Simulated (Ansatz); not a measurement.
# SnTeSe monolayer, Janus under uniaxial strain along a, the zigzag direction, with the width clamped, part 2 of 2

Wanted: the shifts of the zone-centre modes of SnTeSe monolayer, Janus with strain.

Ansatz 0.2.0; DFT PBE, scalar-relativistic, plane waves, PAW; PAW set soft_1.

So far. Step 4 (Tight relaxation): The largest force component left is 0.48 meV/Å, within the tolerances set.

### 5. Modes at rest

The force constants come from the linear response of the density to a displacement.

The modes at rest are the reference of the series.

input.yaml

```yaml
crystal:
  lattice:
    - [3.9926122787, 0.0, 0.0]
    - [-1.9963061393, 3.4577036608, 0.0]
    - [0.0, 0.0, 30.0]
  atoms:
    - { symbol: Sn, position: [0.0, 0.0, 0.3352935155] }
    - { symbol: Se, position: [0.3333333333, 0.6666666667, 0.3873331726] }
    - { symbol: Te, position: [0.6666666667, 0.3333333333, 0.2740399784] }
  periodic: [true, true, false]
kpoints:
  mp_grid: { grid: [12, 12, 1] }
hamiltonian:
  xc: pbe
  pseudopotentials: { kind: paw, azcp: { folder: soft_1 } }
scf:
  occupations: { method: methfessel_paxton, width: 0.2 }
output:
  eigenvalues: true
phonons:
  method: dfpt
```

On the command line:

```sh
> ansatz run input.yaml --threads 8 --pin off --max-ram 16384MiB --backend cpu --events-out ev --progress --plain --runs-dir out
```

Numbers of over 12 decimals in the logs are rounded to 6 here.

What it wrote:

```text
[...]
Crystal: 3 atoms, lattice volume = 414.158 Å³
Basis set: ecut = 420 eV, 8177 PW (Γ), exchange–correlation on 54×54×432 points (8 copies of the dense FFT grid, shifted against one another)
Bands: 28, of which v1, the nominal top of the filled ones, is band 23 counted from 1 (22 counted from 0)
Symmetry: 6 space group operations
k-points: 43 of 144 (irreducible under 2 space group operations, time reversal used)
[...]
SCF iter  12: F=-18473.956830 eV  HF=-18473.956830 eV  |F-HF|=1.09e-11  |Δ(HF+E_count)|=  5.31e-10  S|Δr|=    0.00e0  Δρ=1.10e-8  dr2=7.59e-13  ethr=1.00e-12  ⟨swp⟩=15.2  Hψ=7899  notcnv=0
SCF 1 converged in 12 iterations: F = -18473.956830 eV  dr2 = 7.59e-13
[...]
DFPT response loops at Γ: preconditioner auto → none (partly filled bands, converged f_vac=0.758); β = 0.50; Broyden in place of MSR1
SCF converged after 12 iterations
[...]
Free energy (F): -18473.956830 eV
[...]
Internal energy: -18473.955526 eV  (E = F + TS)
E sigma→0 (E₀):  -18473.956504 eV
Entropy (-TS):   -0.001305 eV (-0.435 meV/atom)
Fermi energy:    -5.224616 eV
[...]
--- Band table (eV; the first three rows and the last of 43) ---
  k-point 0: bands = [... 19 lower, -6.4044, -6.4044, -5.1586, -5.1586, -4.5778, -2.5187, -1.6573, -1.6573, ... 1 higher]
  k-point 1: bands = [... 19 lower, -6.8320, -6.5373, -5.6974, -5.2010, -4.1836, -2.2080, -1.6779 (-1.6779°), -1.5073, ... 1 higher]
  k-point 2: bands = [... 19 lower, -6.8519, -6.8461, -6.5043, -5.3257, -3.9236, -2.2390, -1.1617 (-1.1617°), -1.0167, ... 1 higher]
  k-point 42: bands = [... 19 lower, -8.8066, -8.0078, -6.8850, -6.1697, -4.2789, -1.5584, -0.7184, -0.2318, ... 1 higher]
  ° read free of the cell's end (the report's vacuum.weakly_bound_levels)
--- Phonons (Γ-DFPT): 6 representative perturbations + reference, on 43 of 144 k-points (Σ response iterations 23) ---
  k mesh reduced under 2 symmetry operations, with k and −k counted as one. Each operation leaves every solved perturbation unchanged. A smaller set is not used because it would not reduce the number of displacements times k-points to solve
  ASR residual: 1.181e-4 → 0.000e0 eV/Å²; symmetrization residual: 2.840e-5 eV/Å²
  ASR residual per site (eV/Å²): 1.18e-4 4.63e-5 3.72e-5
  Γ frequencies (cm⁻¹): 0.00 0.00 0.00 77.27 77.27 115.26 115.26 130.45 207.46
  non-analytic LO–TO correction: not included (Born effective charges unavailable; polar crystals: no LO–TO splitting at Γ)
```

Run time: 40 s. Hardware: 8 threads of AMD EPYC 7B13 (Zen 3), shared host; peak memory 2.3 GiB; 4.8 min of CPU time.

The column dr2 measures how far the density is from self-consistency, as an energy; F and HF (Harris–Foulkes) agree once it is small.

This step gave:

```yaml
sum_rule_residual_before_enforcement: 1.18e-4 eV/Å²
point_group: 3m
highest_optical_mode_at_the_zone_centre_no_lo_to_term: 207.5 cm⁻¹
lowest_optical_zone_centre_mode: 77.27 cm⁻¹
```

Patterns of degenerate modes are one choice out of their space. The modes at Γ (shares of kinetic energy by element, %):

```tsv
mode	frequency (cm⁻¹)	symmetry	Sn %	Se %	Te %
1	0.0	acoustic	36	24	39
2	0.0	acoustic	36	24	39
3	0.0	acoustic	36	24	39
4	77.3	E	11	31	58
5	77.3	E	11	31	58
6	115.3	E	52	45	3
7	115.3	E	52	45	3
8	130.4	A1	13	28	59
9	207.5	A1	50	48	2
```

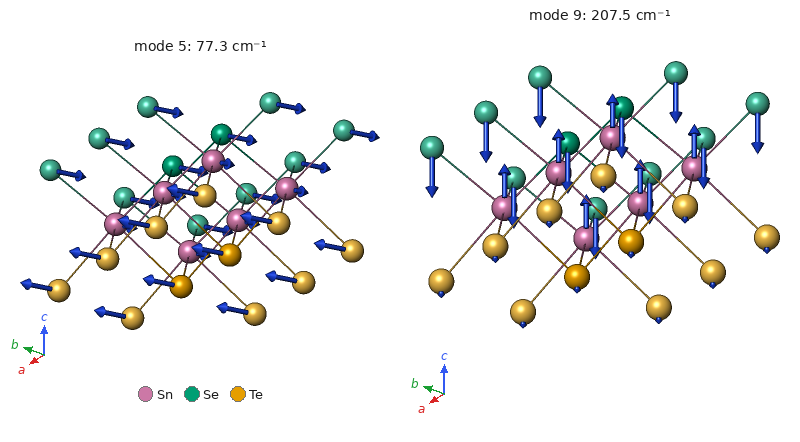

Displacement patterns of modes 5 and 9 at Γ; arrows are exaggerated. 2×1×1 cells are drawn. Some periodic images of atoms are drawn too.

Before it was imposed, the acoustic sum rule was missed by 1.2e-4 eV/Å². Small misses are needed for a sound result but don't prove that mesh and cutoff are converged. The lowest optical mode is real, 77.3 cm⁻¹.

### 6. Relaxation of a member: uniaxial strain of +5 % along a, the zigzag direction, with the width clamped

The cell takes a uniaxial strain of +5 % along a, the zigzag direction, with the width clamped. The cell is held, and the atoms relax in it.

input.yaml, the sections that differ from step 5:

```yaml
crystal:
  lattice:
    - [4.1922428927, 0.0, 0.0]
    - [-2.0961214463, 3.4577036608, 0.0]
    - [0.0, 0.0, 30.0]
  atoms:
    - { symbol: Sn, position: [0.0018140477, 0.0036280953, 0.3350889878] }
    - { symbol: Se, position: [0.3349293705, 0.669858741, 0.386458808] }
    - { symbol: Te, position: [0.6632565819, 0.3265131638, 0.2751188707] }
  periodic: [true, true, false]
output:
  forces: true
  stress: true
  eigenvalues: true
relax:
  adjacent_minimum: "off"
  f_tol: 0.001
  max_steps: 60
# kpoints, hamiltonian, scf: as in step 5
# phonons: removed
```

What it wrote:

```text
[...]
F+E_penalty+E_count = -18473.91794651 eV   max|allowed force component| = 2.317e-4 eV/Å
  cell:  # Å, volume = 434.8660 Å³
    - [4.1922428927, -3.031110822759325e-11, 0.0]
    - [-2.096121446325, 3.457704, 0.0]
    - [0.0, 0.0, 30.0]
  atoms:
    - { symbol: Sn, position: [0.00207082, 0.00414164, 0.335071] }
    - { symbol: Se, position: [0.334997, 0.669994, 0.386255] }
    - { symbol: Te, position: [0.662932, 0.325864, 0.275341] }
[key lines of the parts left out:]
SCF converged after 4 iterations
Free energy (F): -18473.917947 eV
Fermi energy:    -5.435694 eV
P = ½ c Tr σ = -1.3192 N/m
```

The job ended after 23 s (8 threads; peak memory 1.3 GiB).

Step by step:

```tsv
step	energy less that of the first step (eV)	largest force component (eV/Å)
1	0.0000	0.0438
2	0.0002	0.0745
3	-0.0003	0.0049
4	-0.0003	0.0035
5	-0.0003	0.0002
```

Relaxation step 2 was tried and not accepted.

The run keeps the 2 symmetry operations that it works with, so distortions that break them were not tested.

The relaxed structure:

```xyz
3
Lattice="4.1922 0.0000 0.0000 -2.0961 3.4577 0.0000 0.0000 0.0000 30.0000" Properties=species:S:1:pos:R:3
Sn    0.0000    0.0143   10.0521
Se    0.0000    2.3166   11.5877
Te    2.0961    1.1267    8.2602
```

This step gave:

| Property | Result |
| --- | --- |
| area per atom | 4.832 Å² |

The largest force component left is 0.23 meV/Å.

### 7. Zone-centre modes of the member: uniaxial strain of +5 % along a, the zigzag direction, with the width clamped

The zone-centre modes follow for uniaxial strain of +5 % along a, the zigzag direction, with the width clamped.

input.yaml, the sections that differ from step 6:

```yaml
crystal:
  lattice:
    - [4.1922428927, 0.0, 0.0]
    - [-2.0961214463, 3.4577036608, 0.0]
    - [0.0, 0.0, 30.0]
  atoms:
    - { symbol: Sn, position: [0.0020708196, 0.0041416392, 0.3350707584] }
    - { symbol: Se, position: [0.3349971361, 0.6699942723, 0.3862553921] }
    - { symbol: Te, position: [0.6629320443, 0.3258640887, 0.275340516] }
  periodic: [true, true, false]
output:
  eigenvalues: true
phonons:
  method: dfpt
# kpoints, hamiltonian, scf: as in step 6
# relax: removed
```

What it wrote:

```text
zone centre: on kpoints.mp_grid the ground state, and the responses unless they are solved on pairs of k-points, stand on 43 of the mesh's 144 k-points, reduced under 2 symmetry operations, with k and −k counted as one. Each operation leaves every solved displacement unchanged or reverses it
[...]
Crystal: 3 atoms, lattice volume = 434.866 Å³
Basis set: ecut = 420 eV, 8441 PW (Γ), exchange–correlation on 60×60×432 points (8 copies of the dense FFT grid, shifted against one another)
Bands: 28, of which v1, the nominal top of the filled ones, is band 23 counted from 1 (22 counted from 0)
Symmetry: 2 space group operations
k-points: 43 of 144 (time reversal used)
[...]
SCF iter  12: F=-18473.917947 eV  HF=-18473.917947 eV  |F-HF|=1.24e-10  |Δ(HF+E_count)|=  4.29e-10  S|Δr|=    0.00e0  Δρ=1.93e-8  dr2=1.10e-12  ethr=1.00e-12  ⟨swp⟩=17.2  Hψ=8503  notcnv=0
SCF 1 converged in 12 iterations: F = -18473.917947 eV  dr2 = 1.10e-12
[...]
SCF converged after 12 iterations
[...]
Free energy (F): -18473.917947 eV
[...]
Internal energy: -18473.918686 eV  (E = F + TS)
E sigma→0 (E₀):  -18473.918131 eV
Entropy (-TS):   0.000740 eV (0.247 meV/atom)
Fermi energy:    -5.435703 eV
[...]
--- Band table (eV; the first three rows and the last of 43) ---
  k-point 0: bands = [... 19 lower, -6.6517, -6.4582, -5.6241, -5.3673, -4.8625, -2.9758, -2.0719 (-2.0719°), -1.7260, ... 1 higher]
  k-point 1: bands = [... 19 lower, -6.8105, -6.6453, -5.8830, -5.6405, -4.4858, -2.7205, -1.9175 (-1.9175°), -1.7071, ... 1 higher]
  k-point 2: bands = [... 19 lower, -7.1667, -6.7212, -6.5783, -5.7267, -4.2393, -2.6310, -1.5551 (-1.5551°), -1.1455, ... 1 higher]
  k-point 42: bands = [... 19 lower, -8.7160, -8.0759, -6.8270, -6.1125, -4.2823, -1.5349, -0.6869, -0.2688, ... 1 higher]
  ° read free of the cell's end (the report's vacuum.weakly_bound_levels)
[...]
ASR residual: 1.526e-4 → 0.000e0 eV/Å²; symmetrization residual: 2.329e-5 eV/Å²
  ASR residual per site (eV/Å²): 1.53e-4 8.80e-5 5.52e-5
  Γ frequencies (cm⁻¹): 0.00 0.00 0.00 73.57 80.21 97.42 118.47 131.47 201.66
[...]
```

It took 57 s on 8 threads; peak memory 2.4 GiB; 6.8 min of CPU time.

This step gave:

```yaml
sum_rule_residual_before_enforcement: 1.53e-4 eV/Å²
point_group: m
highest_optical_mode_at_the_zone_centre_no_lo_to_term: 201.7 cm⁻¹
lowest_optical_zone_centre_mode: 73.57 cm⁻¹
```

Patterns of degenerate modes are one choice out of their space. Modes at Γ, with each element's share of the kinetic energy:

```tsv
mode	frequency (cm⁻¹)	symmetry	Sn %	Se %	Te %
1	0.0	acoustic	36	24	39
2	0.0	acoustic	36	24	39
3	0.0	acoustic	36	24	39
4	73.6	A'	6	40	54
5	80.2	A''	6	41	54
6	97.4	A''	58	35	7
7	118.5	A'	57	36	7
8	131.5	A'	11	32	57
9	201.7	A'	53	43	4
```

The lowest optical mode is real, 73.6 cm⁻¹, and the highest lies at 201.7 cm⁻¹.

For the highest optical mode at the zone centre (no LO-TO term), step 5 gave 207 cm⁻¹; this run, with strain 5 %, gives 202 cm⁻¹ (-3 %).

### 8. Relaxation of a member: uniaxial strain of -3 % along a, the zigzag direction, with the width clamped

The cell takes a uniaxial strain of -3 % along a, the zigzag direction, with the width clamped. The cell is held, and the atoms relax in it.

input.yaml, the sections that differ from step 7:

```yaml
crystal:
  lattice:
    - [3.8728339103, 0.0, 0.0]
    - [-1.9364169551, 3.4577036608, 0.0]
    - [0.0, 0.0, 30.0]
  atoms:
    - { symbol: Sn, position: [-0.0011795054, -0.0023590108, 0.3354476588] }
    - { symbol: Se, position: [0.3321353019, 0.6642706039, 0.3877995988] }
    - { symbol: Te, position: [0.6690442034, 0.3380884068, 0.2734194089] }
  periodic: [true, true, false]
output:
  forces: true
  stress: true
  eigenvalues: true
relax:
  adjacent_minimum: "off"
  f_tol: 0.001
  max_steps: 60
# kpoints, hamiltonian, scf: as in step 7
# phonons: removed
```

What it wrote:

```text
[...]
Crystal: 3 atoms, lattice volume = 401.733 Å³
Basis set: ecut = 420 eV, 7945 PW (Γ), exchange–correlation on 54×54×432 points (8 copies of the dense FFT grid, shifted against one another)
Bands: 28, of which v1, the nominal top of the filled ones, is band 23 counted from 1 (22 counted from 0)
Symmetry: 2 space group operations
[...]
F+E_penalty+E_count = -18473.94169037 eV   max|allowed force component| = 1.907e-4 eV/Å
  cell:  # Å, volume = 401.7334 Å³
    - [3.8728339103, -2.8001466614498512e-11, 0.0]
    - [-1.936416955125, 3.457704, 0.0]
    - [0.0, 0.0, 30.0]
  atoms:
    - { symbol: Sn, position: [-0.0016904, -0.0033808, 0.335528] }
    - { symbol: Se, position: [0.331497, 0.662994, 0.388034] }
    - { symbol: Te, position: [0.670193, 0.340387, 0.273105] }
[key lines of the parts left out:]
SCF converged after 5 iterations
Free energy (F): -18473.941690 eV
Fermi energy:    -5.088458 eV
P = ½ c Tr σ = 0.9351 N/m
```

Wall time 24 s (8 threads); peak memory 1.2 GiB; 3 min of CPU time.

Step by step:

```tsv
step	energy less that of the first step (eV)	largest force component (eV/Å)
1	0.0000	0.0664
2	0.0001	0.0982
3	-0.0006	0.0108
4	-0.0006	0.0043
5	-0.0006	0.0002
```

Relaxation step 2 was tried and not accepted.

The run keeps the 2 symmetry operations that it works with, so distortions that break them were not tested.

The atoms that moved most (Å):

```tsv
atom	dx	dy	dz	length
Te3	0.000	0.008	-0.009	0.012
Se2	0.000	-0.004	0.007	0.008
```

Final coordinates:

```
Sn Se Te
1.0
     3.87283    0.00000    0.00000
    -1.93642    3.45770    0.00000
     0.00000    0.00000   30.00000
Sn Se Te
1 1 1
Cartesian
  0.0000 -0.0117 10.0658
  0.0000 2.2924 11.6410
  1.9364 1.1770 8.1932
```

This step gave:

```
area per atom : 4.464 Å²
```

The largest force component left is 0.19 meV/Å.

### 9. Modes of this member: uniaxial strain of -3 % along a, the zigzag direction, with the width clamped

The zone-centre modes follow for uniaxial strain of -3 % along a, the zigzag direction, with the width clamped.

input.yaml, the sections that differ from step 8:

```yaml
crystal:
  lattice:
    - [3.8728339103, 0.0, 0.0]
    - [-1.9364169551, 3.4577036608, 0.0]
    - [0.0, 0.0, 30.0]
  atoms:
    - { symbol: Sn, position: [-0.001690401, -0.0033808021, 0.3355275432] }
    - { symbol: Se, position: [0.3314969147, 0.6629938294, 0.3880340424] }
    - { symbol: Te, position: [0.6701934863, 0.3403869726, 0.2731050809] }
  periodic: [true, true, false]
output:
  eigenvalues: true
phonons:
  method: dfpt
# kpoints, hamiltonian, scf: as in step 8
# relax: removed
```

What it wrote:

```text
[...]
Crystal: 3 atoms, lattice volume = 401.733 Å³
Basis set: ecut = 420 eV, 7945 PW (Γ), exchange–correlation on 54×54×432 points (8 copies of the dense FFT grid, shifted against one another)
Bands: 28, of which v1, the nominal top of the filled ones, is band 23 counted from 1 (22 counted from 0)
Symmetry: 2 space group operations
k-points: 43 of 144 (time reversal used)
[...]
k-point 42: bands = [... 19 lower, -8.8575, -7.9517, -6.9385, -6.2010, -4.2859, -1.5803, -0.8153, -0.2095, ... 1 higher]
  ° read free of the cell's end (the report's vacuum.weakly_bound_levels)
[...]
ASR residual: 1.385e-4 → 0.000e0 eV/Å²; symmetrization residual: 3.265e-5 eV/Å²
  ASR residual per site (eV/Å²): 1.38e-4 1.67e-5 3.96e-5
  Γ frequencies (cm⁻¹): 0.00 0.00 0.00 73.62 81.89 117.60 125.85 130.21 212.48
[...]
[key lines of the parts left out:]
SCF converged after 12 iterations
Free energy (F): -18473.941690 eV
Fermi energy:    -5.088449 eV
```

It took 59 s on 8 threads; peak memory 2.2 GiB.

Numbers from this step:

```
sum-rule residual before enforcement                    : 1.38e-4 eV/Å²
highest optical mode at the zone centre (no LO-TO term) : 212.5 cm⁻¹
lowest optical zone-centre mode                         : 73.62 cm⁻¹
```

Patterns of degenerate modes are one choice out of their space. Modes at Γ, with each element's share of the kinetic energy:

```tsv
mode	frequency (cm⁻¹)	symmetry	Sn %	Se %	Te %
1	0.0	acoustic	36	24	39
2	0.0	acoustic	36	24	39
3	0.0	acoustic	36	24	39
4	73.6	A''	15	26	59
5	81.9	A'	11	31	58
6	117.6	A'	52	45	3
7	125.8	A''	49	50	1
8	130.2	A'	14	27	59
9	212.5	A'	49	49	2
```

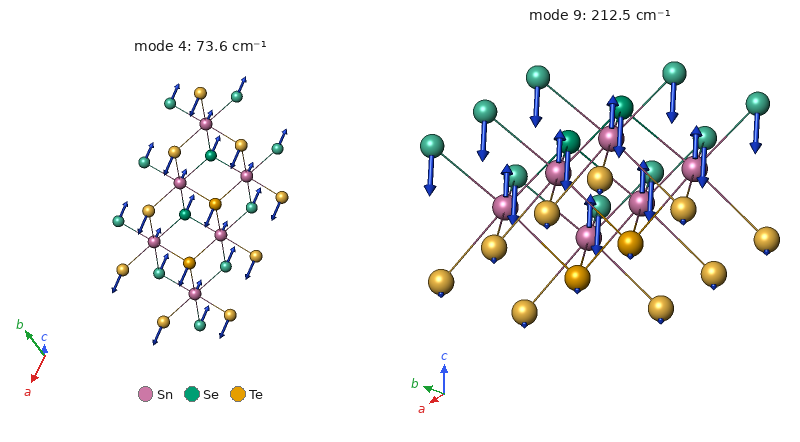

Displacement patterns of modes 4 and 9 at Γ; arrows are exaggerated. 2×1×1 cells are drawn. Some periodic images of atoms are drawn too.

The lowest optical mode is real, 73.6 cm⁻¹, and the highest lies at 212.5 cm⁻¹.

Between step 5 and this run (strain -3 %) the value for the highest optical mode at the zone centre (no LO-TO term) moves from 207 cm⁻¹ to 212 cm⁻¹ (+2 %).

### 10. The series together

The members are set side by side, also those not shown above.

Energies are extrapolated to zero smearing, and E0 is that at rest; the cell is clamped and the atoms are relaxed; all runs use 12×12×1 k points and Methfessel-Paxton smearing of 0.2 eV. State of the crystal along the series:

```tsv
strain (%)	E - E0 (meV/atom)
-3	5.014
-2	2.145
-1	0.5098
0	0
1	0.5233
2	2.047
3	4.596
4	8.184
5	12.79
```

Optical modes are counted from below at rest and tracked from member to member by their patterns, and modes that stay within 0.3 cm⁻¹ of each other stand once; labels, where given, are those at rest, then, where named, those of the strained cell; the cell is clamped and the atoms are relaxed; all runs use 12×12×1 k points and Methfessel-Paxton smearing of 0.2 eV. Optical modes along the series:

```tsv
strain (%)	optical mode 1 E to A' single part (cm⁻¹)	optical mode 2 E to A'' single part (cm⁻¹)	optical mode 3 E to A'' single part (cm⁻¹)	optical mode 4 E to A' single part (cm⁻¹)	optical mode 5 A1 to A' (cm⁻¹)	optical mode 6 A1 to A' (cm⁻¹)
-3	81.89	73.62	125.8	117.6	130.2	212.5
-2	80.75	74.82	122.4	117	130.6	210.9
-1	79.1	76.03	118.8	116	130.5	209.1
0	77.27	77.27	115.3	115.3	130.4	207.5
1	75.85	78.4	111.8	114.9	130.5	206
2	75.09	79.36	108.6	115.1	131	204.9
3	74.77	79.91	105.1	116.1	131.5	203.9
4	74.32	80.19	101.5	117.3	131.7	202.8
5	73.57	80.21	97.42	118.5	131.5	201.7
```

Value and slope at zero strain of a cubic (a lower polynomial where under five rows exist) through the rows within 2 % of rest. Slopes at rest:

```tsv
mode	frequency (cm⁻¹)	shift per percent of strain (cm⁻¹)
optical mode 1 E to A' single part	77.3	-1.69
optical mode 2 E to A'' single part	77.3	1.2
optical mode 3 E to A'' single part	115.3	-3.52
optical mode 4 E to A' single part	115.3	-0.63
optical mode 5 A1 to A'	130.5	-0.04
optical mode 6 A1 to A'	207.5	-1.56
```

### 11. What came out

```json
{
 "members": "9",
 "highest optical mode at the zone centre (no LO-TO term), at rest": "207.5 cm⁻¹",
 "optical mode 3 E to A'' single part, shift per percent": "-3.52 cm⁻¹",
 "optical mode 4 E to A' single part, shift per percent": "-0.63 cm⁻¹",
 "optical mode 5 A1 to A', shift per percent": "-0.04 cm⁻¹",
 "optical mode 6 A1 to A', shift per percent": "-1.56 cm⁻¹"
}
```

**Reading.** The strain lowers the symmetry: the level at 115.3 cm⁻¹ splits, into 97.4 and 118.5 cm⁻¹ at +5 %. Within 2 % of rest optical mode 1 E to A' single part, optical mode 4 E to A' single part and optical mode 5 A1 to A' bend away from a straight line, so a single slope holds only near rest. The fastest shift in the table of slopes is -3.5 cm⁻¹ for each percent (optical mode 3 E to A'' single part). The width is clamped, so the contraction across the strain that a free sheet shows is left out. These are harmonic frequencies at zero temperature: anharmonic shifts, linewidths and thermal expansion are left out. Spin-orbit coupling is left out, which can matter for the heavy elements here. With no gap, or one that is small against the smearing, the frequencies hang on the k mesh and the smearing, most of all near Kohn anomalies. A semilocal functional can close a gap that the real compound would have, so the metallic treatment may be an artefact of the level. The starting cell was built on a prototype and not taken from a measurement. Only the zone centre was solved, so an instability at another wavevector cannot show here.

[Logs are printed without paths, hosts, clocks, repeated set-up lines and the standing remarks that a program may print on its own settings, such as how far it seeks lower states.]

[Hosts, paths, dates, database ids (printed as entryN), source tags and the programs' standing remarks are cut or masked in the printed files.]
